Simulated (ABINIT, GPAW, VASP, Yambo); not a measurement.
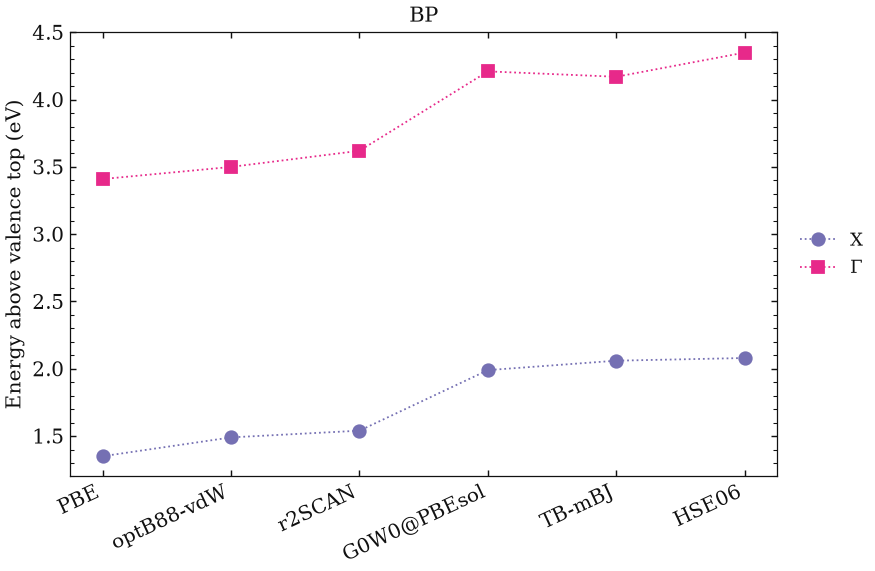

Lowest conduction level at each named k point, counted from the valence-band top at Γ, by several methods on one cell of zincblende BP, space group F-43m (No. 216), 2 atoms in the primitive cell; cubic a = 4.538 Å. All runs are without spin-orbit coupling and carry no moments. In some of the methods the smallest gap lies off these points.

> How do the methods rank at X?

From low to high: PBE 1.35, optB88-vdW 1.49, r2SCAN 1.54, G0W0@PBEsol 1.99, TB-mBJ 2.06, HSE06 2.08 eV. Too close to rank are optB88-vdW against r2SCAN (different programs, potentials and cutoffs), G0W0@PBEsol against TB-mBJ (different programs, potentials, meshes and cutoffs) and TB-mBJ against HSE06 (different programs, potentials, meshes and cutoffs).

> Do the methods agree on which of these conduction levels is lowest?

Yes: all put it at X.

```csv
method,program,X (eV),Γ (eV)
PBE,ABINIT,1.35,3.41
optB88-vdW,GPAW,1.49,3.50
r2SCAN,ABINIT,1.54,3.62
G0W0@PBEsol,Yambo,1.99,4.21
TB-mBJ,ABINIT,2.06,4.17
HSE06,VASP,2.08,4.35
```

Settings. PBE: PseudoDojo NC SR PBE v0.4.1 standard, 10×10×10 k mesh, 1034 eV cutoff, Fermi-Dirac smearing of 0.05 eV (ABINIT). optB88-vdW: GPAW PAW data sets (gpaw-data 1.2.1), 10×10×10 k mesh, 800 eV cutoff, Fermi-Dirac smearing of 0.05 eV (GPAW 26.7.0). r2SCAN: JTH PAW PBE v2.0, 10×10×10 k mesh, 653 eV cutoff, Fermi-Dirac smearing of 0.05 eV (ABINIT). G0W0@PBEsol: PBEsol, PseudoDojo 0.4.1 SR PBEsol standard, 6×6×6 k mesh, 1034 eV cutoff, fixed occupations (Yambo), G0W0 with frequency dependence of W plasmon pole, bands in the response 54, bands in the self-energy 54, cutoff of the response matrix 8 Ry and cutoff of exchange and Vxc 76 Ry. TB-mBJ: JTH PAW LDA v2.0, 10×10×10 k mesh, 653 eV cutoff, Fermi-Dirac smearing of 0.05 eV (ABINIT 10.8.3 (patched build)). HSE06: VASP PAW PBE potentials, release 64 (P, B), 8×8×8 k mesh, 600 eV cutoff, Gaussian smearing of 0.01 eV (VASP 6.6.1).

These are six of the 37 methods that were run on this cell. Runs that lie over 0.07 eV from the median of the programs for their method weren't drawn. The runs come from different programs and meshes, which adds differences of its own. optB88-vdW, r2SCAN, TB-mBJ and HSE06: the PAW data sets were made with another functional. LDA, GGA and most meta-GGA functionals understate gaps. G0W0@PBEsol: the screening block or the number of bands is too small for a converged GW gap. G0W0@PBEsol: the k mesh is thin for GW. TB-mBJ: the constant c of TB-mBJ comes from the pseudo density here, which moves gaps by up to 0.3 eV between sets of potentials. Over all k points computed the smallest gap is 1.25 eV in PBE, 1.39 eV in optB88-vdW, 1.45 eV in r2SCAN, 1.97 eV in TB-mBJ and 2.01 eV in HSE06. The GW values are at finite bands, cutoffs and mesh, short of the basis limit.
